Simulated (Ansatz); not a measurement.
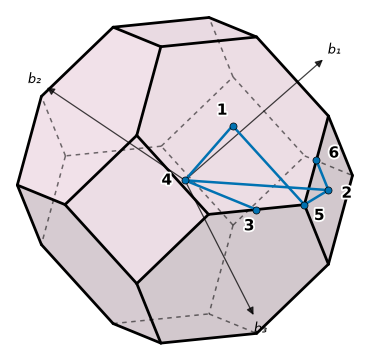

For NaF, the geometry relaxed with DFT PBE, scalar-relativistic, plane waves, PAW in Ansatz; the starting structure was generated, so it need not be a known form of this composition: the first Brillouin zone of a face-centred cubic lattice (cF; extended symbol cF2) is drawn with its special points numbered. All values are computed from the atomic coordinates in the standard setting (tolerance 0.002 Å).

a = 4.700 Å, b = 4.700 Å, c = 4.700 Å, α = 90.00°, β = 90.00°, γ = 90.00°.

Labels and path follow the convention of Hinuma et al. (2017), as computed by seekpath; the arrows show the directions of the reciprocal primitive vectors b₁, b₂, b₃, in which coordinates are given.

> Which special point is each number?

```json
{"no.": "1", "label": "L", "coordinates": "(1/2, 1/2, 1/2)"}
{"no.": "2", "label": "X", "coordinates": "(1/2, 0, 1/2)"}
{"no.": "3", "label": "K", "coordinates": "(3/8, 3/8, 3/4)"}
{"no.": "4", "label": "Γ", "coordinates": "(0, 0, 0)"}
{"no.": "5", "label": "W", "coordinates": "(1/2, 1/4, 3/4)"}
{"no.": "6", "label": "U", "coordinates": "(5/8, 1/4, 5/8)"}
```
